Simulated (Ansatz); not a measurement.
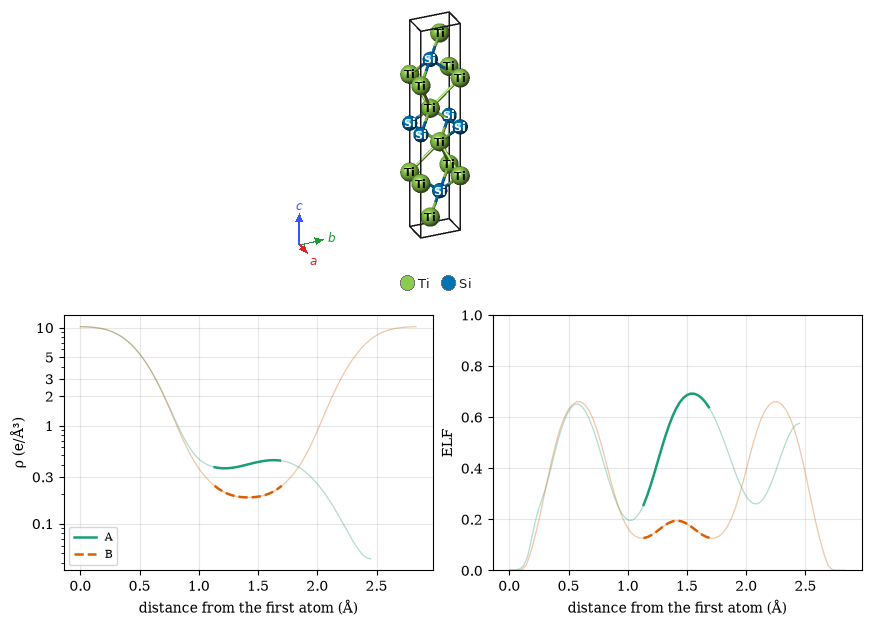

Figure 1: Ti2Si. Valence electron density and electron localisation function along straight lines between neighbouring atoms. Thin, pale parts lie inside the atomic spheres. The structure is drawn too.

Space group R-3m; computed without spin polarisation.

Theory: Ansatz, DFT PBEsol, scalar-relativistic, plane waves, PAW.

The density is the valence pseudo-density of a PAW calculation; it isn't the true density close to the nuclei.

Which curve belongs to which contact (Ti–Si and Ti–Ti)? The first atom named is at distance zero.

Curve A: Ti–Si (2.45 Å): ρ at the midpoint is about 0.37 e/Å³; the ELF peaks at about 0.70 in the valence shell of Si, 0.9 Å from its nucleus, and is about 0.40 at the midpoint. Curve B: Ti–Ti (2.83 Å): the density is about 0.19 e/Å³ at the midpoint; the ELF is about 0.20 at the midpoint (no localised pair shows between them).
